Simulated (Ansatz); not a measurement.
**Two runs on Ta**

System: Ta (I4/mmm, 1 atom in the cell).
Method of run A: DFT r2SCAN, scalar-relativistic, plane waves, PAW, no spin polarisation (Ansatz 0.2.0).

The structure derives from an entry of the Crystallography Open Database. Text and figures count atoms from 1; the logs count them from 0 in places.

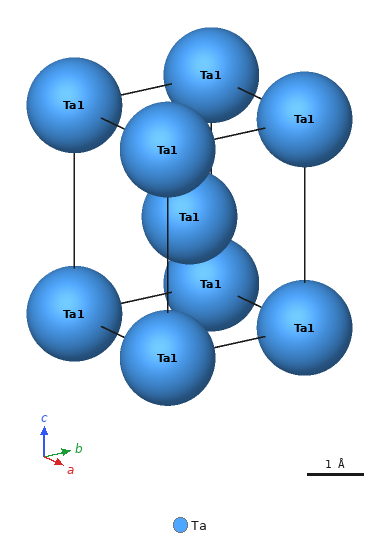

Fig. 1: The structure as given in the input (spheres-only view of the cell 2 times as large as that of the calculation, set on its symmetry axes, seen at an oblique angle; atoms are numbered from 1 in the order of the input). An atom can appear more than once, as a periodic image.

### The input, run A
```yaml
crystal:
  lattice:
    - [0.0, 1.9776928422, 2.1039285555]
    - [2.1039285555, 0.0, 2.1039285555]
    - [2.1039285555, 1.9776928422, 0.0]
  atoms:
    - { symbol: Ta, position: [0.0, 0.0, 0.0] }
basis:
  ecutwfc: 500
kpoints:
  mp_grid: { grid: [24, 24, 24] }
hamiltonian:
  xc: r2scan
scf:
  occupations: { method: gaussian, width: 0.15 }
output:
  forces: true
  stress: true
  eigenvalues: true
```

Command:
```bash
ansatz run input.yaml --threads 1 --pin off --max-ram 2560MiB --backend cpu --events-out ev --progress --plain --runs-dir out
```

Hardware: 1 thread of AMD EPYC (Zen 5), 32 GiB of memory available, shared host.

### Output, shortened to warnings, some set-up lines, iterations and results (run A)
```
Basis set: ecut = 500 eV, 443 PW (Γ), exchange–correlation on 96×96×96 points (64 copies of the dense FFT grid, shifted against one another)
Symmetry: 16 space group operations
k-points: 1063 of 13824
Initial density: superposition of atomic densities (neutral atoms: chi_scale 0, normalization atom), corrected by the library's trained network
[...]
SCF iter   1: F=—  HF=-9944.039027 eV  |F-HF|=—  |Δ(HF+E_count)|=         —  Δρ=7.03e-3  dr2=2.39e-3  dr2_τ=1.89e-2  ethr=1.77e-3  ⟨swp⟩=5.2  Hψ=68208  notcnv=0
SCF iter   2: F=—  HF=-9944.061493 eV  |F-HF|=—  |Δ(HF+E_count)|=   2.25e-2  Δρ=4.17e-3  dr2=8.77e-4  dr2_τ=2.38e-4  ethr=1.84e-5  ⟨swp⟩=2.7  Hψ=26994  notcnv=0  defer=1
SCF iter   3: F=—  HF=-9944.062590 eV  |F-HF|=—  |Δ(HF+E_count)|=   1.10e-3  Δρ=4.30e-4  dr2=2.30e-5  dr2_τ=1.74e-5  ethr=6.75e-6  ⟨swp⟩=2.3  Hψ=17224  notcnv=0  defer=1
SCF iter   4: F=—  HF=-9944.062585 eV  |F-HF|=—  |Δ(HF+E_count)|=   5.87e-6  Δρ=1.73e-4  dr2=2.23e-6  dr2_τ=9.39e-7  ethr=1.77e-7  ⟨swp⟩=2.7  Hψ=18376  notcnv=0  defer=1
SCF iter   5: F=—  HF=-9944.062586 eV  |F-HF|=—  |Δ(HF+E_count)|=   1.20e-6  Δρ=8.60e-5  dr2=5.59e-7  dr2_τ=1.52e-7  ethr=1.71e-8  ⟨swp⟩=1.0  Hψ=11496  notcnv=0  defer=1
SCF iter   6: F=-9944.062586 eV  HF=-9944.062586 eV  |F-HF|=3.74e-8  |Δ(HF+E_count)|=   2.23e-7  Δρ=2.91e-5  dr2=6.54e-8  dr2_τ=2.59e-8  ethr=7.69e-10  ⟨swp⟩=3.8  Hψ=47678  …
SCF 1 converged in 6 iterations: F = -9944.062586 eV  dr2 = 6.54e-8
SCF converged after 6 iterations
Free energy (F): -9944.062586 eV
Harris-Foulkes:  -9944.062586 eV  (|F-HF|=3.74e-8)
Internal energy: -9944.050174 eV  (E = F + TS)
E sigma→0 (E₀):  -9944.056380 eV
Entropy (-TS):   -0.012412 eV (-12.412 meV/atom)
Fermi energy:    19.486672 eV
--- Per-component energies (eV) ---
  E_band       = -108.009093
  E_kinetic    = 368.463988
  E_local      = -531.462108  (includes V_loc(G=0)·N_el)
  E_nonlocal   = 15.163849
  E_hartree    = 185.961156
  E_xc         = -204.915415
  E_vxc        = -222.720417  (∫ρ·V_xc dr)
  E_paw        = -8423.142188  (= ΣΔE_a)
  E_vpaw       = -120.596162  (= ΣTr[D̂ρ^β])
  E_aug_tail   = 0.000080  (compensation charges beyond the density's cutoff)
  E_vtau       = 11.218737  (kinetic-family band-sum trace: ∫τ·v_τ [+ j·A + Jᵃ·Aᵃ] dr)
  E_ewald      = -1353.363255
  E_core_change = -0.756280  (= ΣΔE_core)
  E_smearing   = -0.012412  (= −TS)
  E_closure    = 0.000000  (closes the sum)
  Σ components = -9944.062586   (vs F -9944.062586, Δ=0.00e0)
--- Forces (eV/Å), atoms counted from 1 ---
  atom   1  Ta     0.00000000     0.00000000     0.00000000
  max |Σ_I F_I| component: 4.62e-32 eV/Å
--- Stress (GPa, compression-positive) ---
       16.752943      -0.000000      -0.000000
       -0.000000       4.717490       0.000000
       -0.000000       0.000000      16.752943
  P = ⅓ Tr σ = 12.7411 GPa (127.411 kbar)
```

The input of run B differs as follows (lines with − go, lines with + come):
```diff
-    - [0.0, 1.9776928422, 2.1039285555]
+    - [0.0, 2.0408106988, 2.1039285555]
-    - [2.1039285555, 1.9776928422, 0.0]
+    - [2.1039285555, 2.0408106988, 0.0]
```

Predict how the results change.

With the same functional and potentials, run B lies 13.8 meV per atom lower. The pressure goes from 12.74 to 6.20 GPa. The volume per atom goes from 17.51 to 18.07 Å³. The number of SCF iterations is the same. The plane waves at Γ go from 443 to 459.

### Output, shortened to warnings, some set-up lines, iterations and results (run B)
```
Basis set: ecut = 500 eV, 459 PW (Γ), exchange–correlation on 96×96×96 points (64 copies of the dense FFT grid, shifted against one another)
Symmetry: 16 space group operations
k-points: 1063 of 13824
Initial density: superposition of atomic densities (neutral atoms: chi_scale 0, normalization atom), corrected by the library's trained network
[...]
SCF iter   1: F=—  HF=-9944.054769 eV  |F-HF|=—  |Δ(HF+E_count)|=         —  Δρ=6.78e-3  dr2=2.26e-3  dr2_τ=1.73e-2  ethr=1.77e-3  ⟨swp⟩=5.1  Hψ=68323  notcnv=0
SCF iter   2: F=—  HF=-9944.075279 eV  |F-HF|=—  |Δ(HF+E_count)|=   2.05e-2  Δρ=4.20e-3  dr2=1.02e-3  dr2_τ=2.67e-4  ethr=1.74e-5  ⟨swp⟩=2.5  Hψ=26663  notcnv=0  defer=1
SCF iter   3: F=—  HF=-9944.076358 eV  |F-HF|=—  |Δ(HF+E_count)|=   1.08e-3  Δρ=8.27e-4  dr2=7.76e-5  dr2_τ=2.39e-5  ethr=7.82e-6  ⟨swp⟩=2.0  Hψ=17310  notcnv=0  defer=1
SCF iter   4: F=—  HF=-9944.076391 eV  |F-HF|=—  |Δ(HF+E_count)|=   3.34e-5  Δρ=2.55e-4  dr2=5.16e-6  dr2_τ=1.89e-6  ethr=5.97e-7  ⟨swp⟩=2.8  Hψ=17432  notcnv=0  defer=1
SCF iter   5: F=—  HF=-9944.076393 eV  |F-HF|=—  |Δ(HF+E_count)|=   2.49e-6  Δρ=1.19e-4  dr2=1.10e-6  dr2_τ=3.17e-7  ethr=3.97e-8  ⟨swp⟩=1.0  Hψ=11561  notcnv=0  defer=1
SCF iter   6: F=-9944.076394 eV  HF=-9944.076394 eV  |F-HF|=2.47e-9  |Δ(HF+E_count)|=   4.79e-7  Δρ=7.58e-6  dr2=4.40e-9  dr2_τ=3.14e-9  ethr=7.69e-10  ⟨swp⟩=3.8  Hψ=46886  …
SCF 1 converged in 6 iterations: F = -9944.076394 eV  dr2 = 4.40e-9
SCF converged after 6 iterations
Free energy (F): -9944.076394 eV
Harris-Foulkes:  -9944.076394 eV  (|F-HF|=2.47e-9)
Internal energy: -9944.064096 eV  (E = F + TS)
E sigma→0 (E₀):  -9944.070245 eV
Entropy (-TS):   -0.012298 eV (-12.298 meV/atom)
Fermi energy:    18.832137 eV
--- Per-component energies (eV) ---
  E_band       = -117.168163
  E_kinetic    = 367.179184
  E_local      = -549.154428  (includes V_loc(G=0)·N_el)
  E_nonlocal   = 14.714081
  E_hartree    = 190.646727
  E_xc         = -204.493314
  E_vxc        = -222.073669  (∫ρ·V_xc dr)
  E_paw        = -8422.899367  (= ΣΔE_a)
  E_vpaw       = -120.284177  (= ΣTr[D̂ρ^β])
  E_aug_tail   = 0.000080  (compensation charges beyond the density's cutoff)
  E_vtau       = 11.157610  (kinetic-family band-sum trace: ∫τ·v_τ [+ j·A + Jᵃ·Aᵃ] dr)
  E_ewald      = -1339.300778
  E_core_change = -0.756280  (= ΣΔE_core)
  E_smearing   = -0.012298  (= −TS)
  E_closure    = 0.000000  (closes the sum)
  Σ components = -9944.076394   (vs F -9944.076394, Δ=0.00e0)
--- Forces (eV/Å), atoms counted from 1 ---
  atom   1  Ta     0.00000000    -0.00000000    -0.00000000
  max |Σ_I F_I| component: 3.08e-32 eV/Å
--- Stress (GPa, compression-positive) ---
        7.717467       0.000000       0.000000
        0.000000       3.163228       0.000000
        0.000000       0.000000       7.717467
  P = ⅓ Tr σ = 6.1994 GPa (61.994 kbar)
```

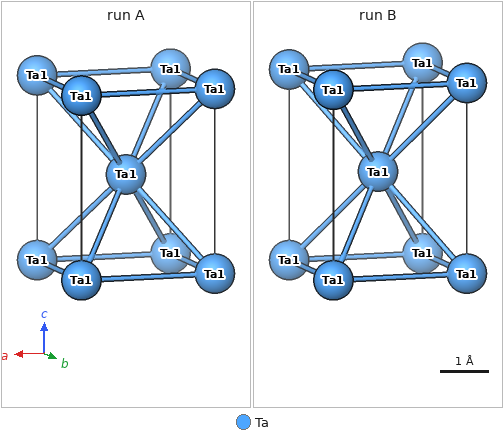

Fig. 2: The two input geometries at one scale (ball-and-stick view of the cell 2 times as large as that of the calculation, set on its symmetry axes, seen at an oblique angle). The atoms keep their places relative to the cell (all moves are under 0.005 Å). Cell: a = b stay at 2.975 Å, c 3.955 → 4.082 Å (+3.2 %). Volume +3.2 %. Among the contacts that change: Ta1–Ta1 2.888 → 2.931 Å.

### The two runs side by side

```csv
quantity,run A,run B
outcome,converged,converged
free energy per atom (eV),−9944.0626,−9944.0764
"energy per atom, smearing taken to zero (eV)",−9944.0564,−9944.0702
gap on the mesh (eV),0.00,0.00
pressure (GPa),12.74,6.20
volume per atom (Å³),17.51,18.07
largest force (eV/Å),0.000,0.000
SCF iterations,6,6
irreducible k-points,1063,1063
plane waves at Γ,443,459
wall time (shared host),8.6 s,8.7 s
```

For both runs: Spin–orbit coupling is left out, which matters for Ta.
